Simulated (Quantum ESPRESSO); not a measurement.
# Energy of CdSe along an even scaling of the cell

System: CdSe (F-43m, 2 atoms in the cell).
Method: Kohn-Sham DFT of a periodic cell, PBE, SSSP 1.3 efficiency PBE, no spin polarisation (Quantum ESPRESSO 7.5).

The 7 runs differ only in the geometry, by an even scaling of the cell at fixed fractional positions. The structure derives from a Materials Project entry.

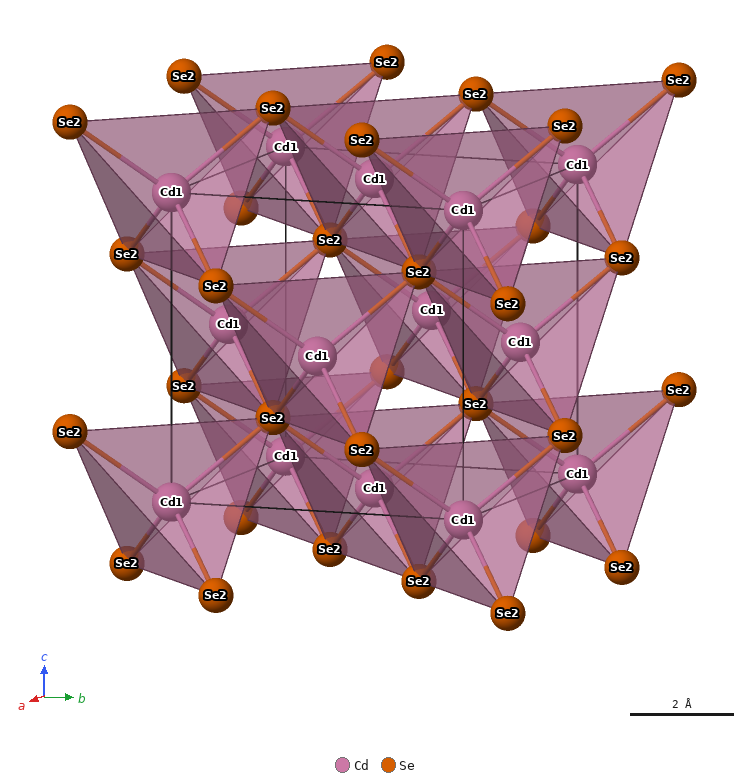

Figure 1. The structure of run 4 (polyhedral view of the cell 4 times as large as that of the calculation, set on its symmetry axes, seen slightly off an axis; polyhedra are completed across the faces of the cell; atoms are numbered from 1 in the order of the input).

**Input of run 4**
```
&CONTROL
  calculation = 'scf'
  prefix = 'pwscf'
  outdir = './tmp'
  pseudo_dir = './pseudo'
  tprnfor = .true.
  tstress = .true.
  disk_io = 'nowf'
/
&SYSTEM
  ibrav = 0
  nat = 2
  ntyp = 2
  ecutwfc = 60
  ecutrho = 480
  nbnd = 15
  occupations = 'smearing'
  smearing = 'fd'
  degauss = 0.00367493
/
&ELECTRONS
  conv_thr = 4d-10
  electron_maxstep = 120
  mixing_beta = 0.5
/
ATOMIC_SPECIES
Cd   112.4140 Cd.pbe-dn-rrkjus_psl.0.3.1.UPF
Se    78.9710 Se_pbe_v1.uspp.F.UPF
CELL_PARAMETERS angstrom
   0.0000000000    3.0702711986    3.0702711986
   3.0702711986    0.0000000000    3.0702711986
   3.0702711986    3.0702711986    0.0000000000
ATOMIC_POSITIONS crystal
Cd     0.0000000000    0.0000000000    0.0000000000
Se     0.2500000000    0.2500000000    0.2500000000
K_POINTS automatic
8 8 8 0 0 0
```

Command:
```bash
OMP_NUM_THREADS=1 pw.x -in pw.in > pw.out
```

Run 6 differs from it as follows:
```diff
-   0.0000000000    3.0702711986    3.0702711986
-   3.0702711986    0.0000000000    3.0702711986
-   3.0702711986    3.0702711986    0.0000000000
+   0.0000000000    3.1106741371    3.1106741371
+   3.1106741371    0.0000000000    3.1106741371
+   3.1106741371    3.1106741371    0.0000000000
```

**Results, with one run withheld**

| run | volume per atom (Å³) | free energy per atom, from the lowest run given (meV) | pressure (GPa) | gap on the mesh (eV) |
| --- | --- | --- | --- | --- |
| 1 | 27.206 | 36.45 | 4.95 | 0.65 |
| 2 | 27.784 | 20.86 | 3.59 | 0.61 |
| 3 | 28.363 | 9.91 | 2.38 | 0.57 |
| 4 | 28.942 | 3.10 | 1.30 | 0.53 |
| 5 | 29.521 | 0.00 | 0.33 | 0.49 |
| 6 | 30.100 | ? | ? | ? |
| 7 | 30.679 | 3.41 | −1.31 | 0.41 |

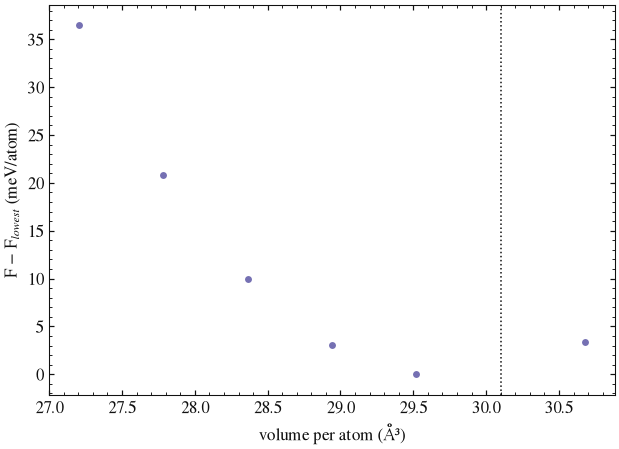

Figure 2. Free energy per atom of the runs given; the dotted line marks run 6.

What should run 6 give?

A cubic polynomial in V^(−2/3) (the Birch–Murnaghan form), fitted to the 6 runs given, misses them by at most 0.01 meV per atom. With x = V^(−2/3) − 0.10665 Å⁻², it reads F = 5.3379 + 4456.3 x + 8.9068e+05 x² + 3.1831e+06 x³ (meV per atom). At run 6 it gives 0.22 meV per atom, and the run itself gives 0.23. The slope of the fit gives a pressure −dF/dV of −0.49 GPa there, and the run prints −0.54 GPa. The two needn't agree exactly: the fit is approximate, and the printed stress is taken on a finite basis. The fit has its minimum at 29.767 Å³ per atom, where V d²F/dV² gives 44.9 GPa: the bulk modulus at this level, since symmetry fixes the shape and the positions. The gap on the mesh goes, without turning, from 0.65 eV in run 1 to 0.41 eV in run 7; run 6 has 0.45 eV. These are gaps of this functional on this mesh, which can miss the band edges; they aren't the measured gap.

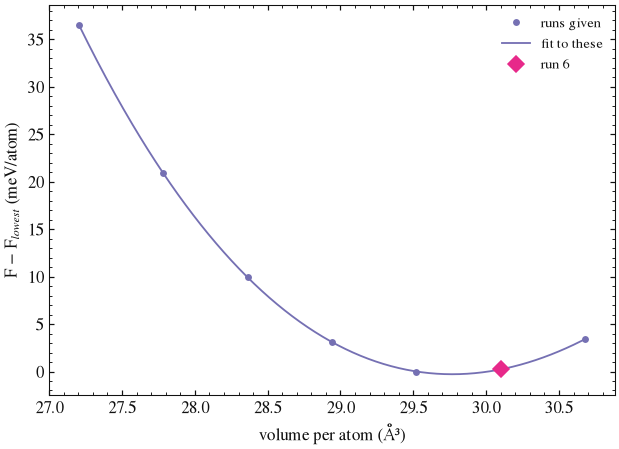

Figure 3. The fit and the withheld run.

**Some lines of the output (run 6)**
```
[...]
     number of k points=    29  Fermi-Dirac smearing, width (Ry)=  0.0037
     total energy              =    -165.92897575 Ry
     total energy              =    -165.94088034 Ry
     total energy              =    -165.94134170 Ry
     total energy              =    -165.94142473 Ry
     total energy              =    -165.94143938 Ry
     total energy              =    -165.94144531 Ry
     total energy              =    -165.94144590 Ry
     total energy              =    -165.94144599 Ry
     the Fermi energy is     4.6182 ev
!    total energy              =    -165.94144599 Ry
     The total energy is F=E-TS. E is the sum of the following terms:
     Computing stress (Cartesian axis) and pressure
          total   stress  (Ry/bohr**3)                   (kbar)     P=       -5.37
```
